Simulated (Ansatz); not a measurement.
## SnO: a changed input and its effect

System: SnO (4 atoms in the cell).
Method of run 1: DFT PBEsol, scalar-relativistic, plane waves, PAW, no spin polarisation (Ansatz 0.2.0).

The structure derives from a Materials Project entry. Text and figures count atoms from 1; the logs count them from 0 in places.

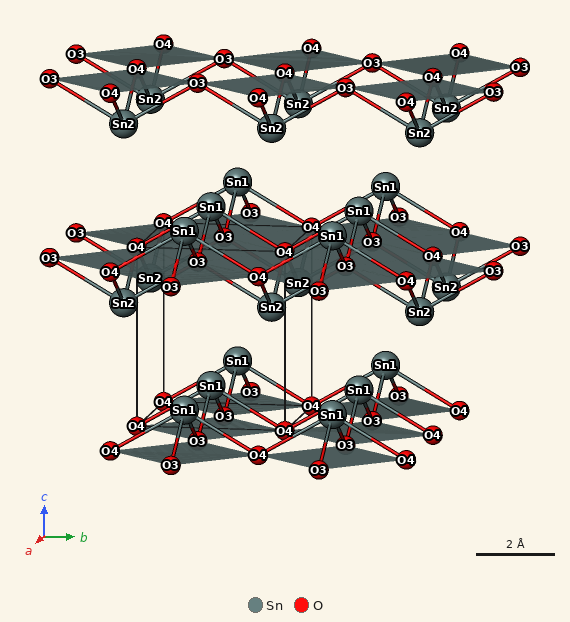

Fig. 1: The input geometry (polyhedral view of the cell of the calculation, repeated 2 × 2 × 2, seen slightly off an axis; polyhedra are completed across the faces of the cell; atoms are numbered from 1 in the order of the input).

**Input, run 1**
```yaml
crystal:
  lattice:
    - [3.8813998504, 0.0, 0.0]
    - [0.0, 3.8813998504, 0.0]
    - [0.0, 0.0, 4.6811866458]
  atoms:
    - { symbol: Sn, position: [0.0, 0.5, 0.2402780493] }
    - { symbol: Sn, position: [0.5, 0.0, 0.7597219507] }
    - { symbol: O, position: [0.5, 0.5, 0.0] }
    - { symbol: O, position: [0.0, 0.0, 0.0] }
basis:
  ecutwfc: 420
kpoints:
  mp_grid: { grid: [14, 14, 12] }
  band_path: { path: [VBM, CBM], npoints: 2 }
hamiltonian:
  xc: pbesol
scf:
  occupations: { method: gaussian, width: 0.1 }
output:
  forces: true
  stress: true
  eigenvalues: true
checkpoint:
  read: start.run
  write: ck
  compress: false
  write_wavefunctions: false
  write_every: 100000
```

Command:
```bash
ansatz run input.yaml --threads 1 --pin off --max-ram 2560MiB --backend cpu --events-out ev --progress --plain --runs-dir out
```

Hardware: 1 thread of Arm Neoverse V2, 240 GiB of memory available, shared host.

**Output, shortened to warnings, some set-up lines, iterations and results (run 1)**
```
Basis set: ecut = 420 eV, 1367 PW (Γ), exchange–correlation on 54×54×64 points (8 copies of the dense FFT grid, shifted against one another)
Symmetry: 16 space group operations
k-points: 252 of 2352
Initial density: read from a saved state, or passed on in memory by an earlier SCF of this step, an earlier step, the calling program or the single point that the run made first
[...]
SCF iter   1: F=—  HF=-13021.392630 eV  |F-HF|=—  |Δ(HF+E_count)|=         —  Δρ=1.92e-6  dr2=2.80e-9  ethr=1.21e-7  ⟨swp⟩=3.3  Hψ=43634  notcnv=0
SCF iter   2: F=-13021.392630 eV  HF=-13021.392630 eV  |F-HF|=1.39e-9  |Δ(HF+E_count)|=   2.69e-8  Δρ=1.54e-6  dr2=1.52e-9  ethr=6.99e-12  ⟨swp⟩=3.9  Hψ=16307  notcnv=0
SCF iter   3: F=-13021.392630 eV  HF=-13021.392630 eV  |F-HF|=4.67e-10  |Δ(HF+E_count)|=  2.38e-10  Δρ=8.62e-7  dr2=5.12e-10  ethr=3.81e-12  ⟨swp⟩=1.0  Hψ=6050  notcnv=0
SCF iter   4: F=-13021.392630 eV  HF=-13021.392630 eV  |F-HF|=1.20e-10  |Δ(HF+E_count)|=  8.37e-11  Δρ=4.10e-7  dr2=1.27e-10  ethr=1.28e-12  ⟨swp⟩=1.6  Hψ=6296  notcnv=0
SCF iter   5: F=-13021.392630 eV  HF=-13021.392630 eV  |F-HF|=7.46e-11  |Δ(HF+E_count)|=  7.28e-12  Δρ=3.22e-7  dr2=7.90e-11  ethr=1.00e-12  ⟨swp⟩=1.0  Hψ=6048  notcnv=0
SCF iter   6: F=-13021.392630 eV  HF=-13021.392630 eV  |F-HF|=3.09e-11  |Δ(HF+E_count)|=  9.09e-12  Δρ=2.02e-7  dr2=3.11e-11  ethr=1.00e-12  ⟨swp⟩=1.0  Hψ=13165  notcnv=0
SCF 1 converged in 6 iterations: F = -13021.392630 eV  dr2 = 3.11e-11
NSCF: frozen V_eff on 40 k-points
NSCF: frozen V_eff on 40 k-points
NSCF: frozen V_eff on 40 k-points
NSCF: frozen V_eff on 28 k-points
NSCF: frozen V_eff on 5 k-points
NSCF: frozen V_eff on 16 k-points
NSCF: frozen V_eff on 10 k-points
NSCF: frozen V_eff on 22 k-points
NSCF: frozen V_eff on 7 k-points
NSCF: frozen V_eff on 11 k-points
NSCF: frozen V_eff on 11 k-points
NSCF: frozen V_eff on 3 k-points
SCF converged after 6 iterations
Free energy (F): -13021.392630 eV
Harris-Foulkes:  -13021.392630 eV  (|F-HF|=3.09e-11)
Internal energy: -13021.392520 eV  (E = F + TS)
E sigma→0 (E₀):  -13021.392575 eV
Entropy (-TS):   -0.000110 eV (-0.027 meV/atom)
Fermi energy:    9.636787 eV
--- Per-component energies (eV) ---
  E_band       = -191.969490
  E_kinetic    = 721.912391
  E_local      = -2619.795146  (includes V_loc(G=0)·N_el)
  E_nonlocal   = 36.089186
  E_hartree    = 1414.965150
  E_xc         = -903.986521
  E_vxc        = -380.408759  (∫ρ·V_xc dr)
  E_paw        = -8434.332130  (= ΣΔE_a)
  E_vpaw       = -779.702104  (= ΣTr[D̂ρ^β])
  E_aug_tail   = 0.004757  (compensation charges beyond the density's cutoff)
  E_ewald      = -3236.890462
  E_core_change = 0.640255  (= ΣΔE_core)
  E_smearing   = -0.000110  (= −TS)
  E_closure    = -0.000000  (closes the sum)
  Σ components = -13021.392630   (vs F -13021.392630, Δ=0.00e0)
--- Forces (eV/Å), atoms counted from 1 ---
  atom   1  Sn     0.00000000     0.00000000    -0.00005788
  atom   2  Sn     0.00000000     0.00000000     0.00005788
  atom   3  O      0.00000000     0.00000000    -0.00000000
  atom   4  O      0.00000000     0.00000000    -0.00000000
  max |Σ_I F_I| component: 2.78e-16 eV/Å
--- Stress (GPa, compression-positive) ---
       -3.228575       0.000000       0.000000
        0.000000      -3.228575       0.000000
        0.000000       0.000000      -0.004495
  P = ⅓ Tr σ = -2.1539 GPa (-21.539 kbar)
```

The input of run 2 differs as follows (lines with − go, lines with + come):
```diff
-    - [3.8813998504, 0.0, 0.0]
-    - [0.0, 3.8813998504, 0.0]
-    - [0.0, 0.0, 4.6811866458]
+    - [3.9575057298, 0.0, 0.0]
+    - [0.0, 3.9575057298, 0.0]
+    - [0.0, 0.0, 4.6051257649]
-    - { symbol: Sn, position: [0.0, 0.5, 0.2402780493] }
-    - { symbol: Sn, position: [0.5, 0.0, 0.7597219507] }
+    - { symbol: Sn, position: [0.0, 0.5, 0.2381160792] }
+    - { symbol: Sn, position: [0.5, 0.0, 0.7618839208] }
```

What does this change do to the results?

With the same functional and potentials, run 2 lies 20.1 meV per atom higher. The gap on the mesh goes from 0.21 to 0.47 eV. The pressure goes from −2.15 to −3.99 GPa. The volume per atom goes from 17.63 to 18.03 Å³. The plane waves at Γ go from 1367 to 1423.

**Output, shortened to warnings, some set-up lines, iterations and results (run 2)**
```
Basis set: ecut = 420 eV, 1423 PW (Γ), exchange–correlation on 54×54×64 points (8 copies of the dense FFT grid, shifted against one another)
Symmetry: 16 space group operations
k-points: 252 of 2352
Initial density: read from a saved state, or passed on in memory by an earlier SCF of this step, an earlier step, the calling program or the single point that the run made first
[...]
SCF iter   1: F=—  HF=-13021.312255 eV  |F-HF|=—  |Δ(HF+E_count)|=         —  Δρ=2.98e-6  dr2=6.92e-9  ethr=1.79e-7  ⟨swp⟩=3.0  Hψ=43293  notcnv=0
SCF iter   2: F=-13021.312255 eV  HF=-13021.312255 eV  |F-HF|=3.51e-9  |Δ(HF+E_count)|=   8.73e-8  Δρ=2.41e-6  dr2=3.83e-9  ethr=1.73e-11  ⟨swp⟩=3.6  Hψ=14976  notcnv=0
SCF iter   3: F=-13021.312255 eV  HF=-13021.312255 eV  |F-HF|=1.18e-9  |Δ(HF+E_count)|=  5.97e-10  Δρ=1.35e-6  dr2=1.29e-9  ethr=9.58e-12  ⟨swp⟩=1.0  Hψ=6048  notcnv=0
SCF iter   4: F=-13021.312255 eV  HF=-13021.312255 eV  |F-HF|=2.73e-10  |Δ(HF+E_count)|=  2.11e-10  Δρ=6.16e-7  dr2=2.97e-10  ethr=3.23e-12  ⟨swp⟩=1.7  Hψ=6399  notcnv=0
SCF iter   5: F=-13021.312255 eV  HF=-13021.312255 eV  |F-HF|=1.78e-10  |Δ(HF+E_count)|=  1.82e-11  Δρ=4.95e-7  dr2=1.91e-10  ethr=1.00e-12  ⟨swp⟩=1.0  Hψ=6048  notcnv=0
SCF iter   6: F=-13021.312255 eV  HF=-13021.312255 eV  |F-HF|=5.82e-11  |Δ(HF+E_count)|=  2.91e-11  Δρ=2.71e-7  dr2=5.72e-11  ethr=1.00e-12  ⟨swp⟩=1.1  Hψ=13213  notcnv=0
SCF 1 converged in 6 iterations: F = -13021.312255 eV  dr2 = 5.72e-11
NSCF: frozen V_eff on 40 k-points
NSCF: frozen V_eff on 40 k-points
NSCF: frozen V_eff on 40 k-points
NSCF: frozen V_eff on 33 k-points
NSCF: frozen V_eff on 6 k-points
NSCF: frozen V_eff on 22 k-points
NSCF: frozen V_eff on 7 k-points
NSCF: frozen V_eff on 16 k-points
NSCF: frozen V_eff on 10 k-points
NSCF: frozen V_eff on 17 k-points
NSCF: frozen V_eff on 2 k-points
NSCF: frozen V_eff on 11 k-points
NSCF: frozen V_eff on 5 k-points
NSCF: frozen V_eff on 3 k-points
SCF converged after 6 iterations
Free energy (F): -13021.312255 eV
Harris-Foulkes:  -13021.312255 eV  (|F-HF|=5.82e-11)
Internal energy: -13021.312254 eV  (E = F + TS)
E sigma→0 (E₀):  -13021.312254 eV
Entropy (-TS):   -0.000001 eV (-0.000 meV/atom)
Fermi energy:    9.215152 eV
--- Per-component energies (eV) ---
  E_band       = -203.102318
  E_kinetic    = 720.201212
  E_local      = -2639.735286  (includes V_loc(G=0)·N_el)
  E_nonlocal   = 35.842618
  E_hartree    = 1419.481726
  E_xc         = -903.620296
  E_vxc        = -379.857453  (∫ρ·V_xc dr)
  E_paw        = -8433.543193  (= ΣΔE_a)
  E_vpaw       = -778.521470  (= ΣTr[D̂ρ^β])
  E_aug_tail   = 0.004727  (compensation charges beyond the density's cutoff)
  E_ewald      = -3220.584017
  E_core_change = 0.640255  (= ΣΔE_core)
  E_smearing   = -0.000001  (= −TS)
  E_closure    = -0.000000  (closes the sum)
  Σ components = -13021.312255   (vs F -13021.312255, Δ=0.00e0)
--- Forces (eV/Å), atoms counted from 1 ---
  atom   1  Sn     0.00000000     0.00000000    -0.00000557
  atom   2  Sn     0.00000000     0.00000000     0.00000557
  atom   3  O      0.00000000     0.00000000     0.00000000
  atom   4  O      0.00000000     0.00000000     0.00000000
  max |Σ_I F_I| component: 0.00e0 eV/Å
--- Stress (GPa, compression-positive) ---
       -5.987126       0.000000       0.000000
        0.000000      -5.987126       0.000000
        0.000000       0.000000      -0.008749
  P = ⅓ Tr σ = -3.9943 GPa (-39.943 kbar)
```

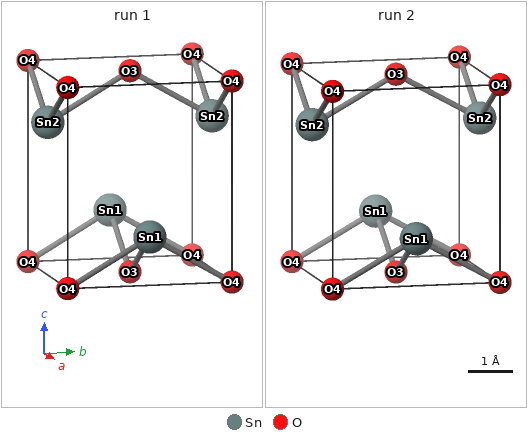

Fig. 2: The two input geometries at one scale (ball-and-stick view of the cell of the calculation, seen slightly off an axis). The largest moves relative to the cell, 0.010 Å, are those of Sn1 and Sn2. O stays in place. The volume changes by +2.3 %, with a = b 3.881 → 3.958 Å (+2.0 %), c 4.681 → 4.605 Å (−1.6 %). Among the contacts that change: Sn1–O3 2.243 → 2.262 Å.

**The two runs side by side**

```csv
quantity,run 1,run 2
outcome,converged,converged
free energy per atom (eV),−3255.3482,−3255.3281
gap on the mesh (eV),0.21,0.47
pressure (GPa),−2.15,−3.99
volume per atom (Å³),17.63,18.03
largest force (eV/Å),0.000,0.000
irreducible k-points,252,252
plane waves at Γ,1367,1423
wall time (shared host),31 s,34 s
```
